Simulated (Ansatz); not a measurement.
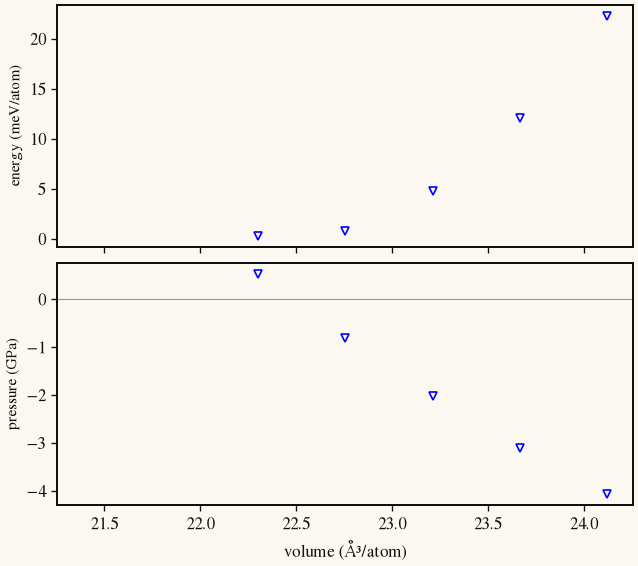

Plotted: energy and pressure against volume for ZnSe, space group F-43m (No. 216).

Cell as given: a = 4.008 Å, b = 4.008 Å, c = 4.008 Å, α = 60.00°, β = 60.00°, γ = 60.00°; 2 atoms.

Computed with Ansatz 0.2.0: plane-wave DFT, no spin polarisation; energies at scaled volumes of the given cell, shape and fractions fixed, counted from the fit's minimum, third-order Birch-Murnaghan fit. Level: r2SCAN with D4.

- k mesh: 8×8×8
- occupations: Fermi–Dirac
- smearing width: 0.05 eV
- potentials: Ansatz PAW
- wave cutoff: 500 eV
- density cutoff: 2000 eV

The points at volume 21.39 Å³/atom and 21.85 Å³/atom are left out of the plot. What values does the calculation give there?

| volume (Å³/atom) | energy (meV/atom) | pressure (GPa) |
| --- | --- | --- |
| 21.39 | 11.97 | 3.70 |
| 21.85 | 3.87 | 2.03 |
